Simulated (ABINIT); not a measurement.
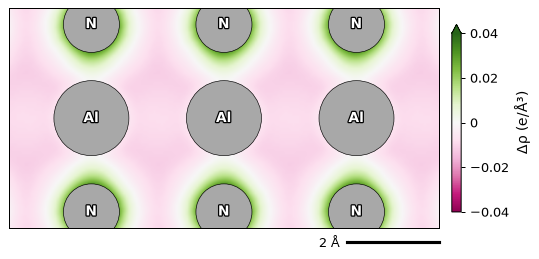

AlN. Difference of the valence pseudo-densities of two functionals at the same geometry, on the (011̄) plane of the calculation cell: BLYP less LDA.

Space group Fm-3m; a structure from a database of computed crystals, not necessarily the ambient phase.

Both computed with ABINIT (plane waves, PAW), on the same k-point mesh. Grey discs cover the atomic cores.

> Where does the change of functional move the electrons?

Against LDA, BLYP gives less density around Al (−0.006 e/Å³ on average at 1.0 Å from the nucleus), more density around N (+0.013 e/Å³ on average at 0.8 Å from the nucleus), less density in the space between the atoms (−0.008 e/Å³ on average) and a change of +0.005 e/Å³ at the midpoint of Al–N.
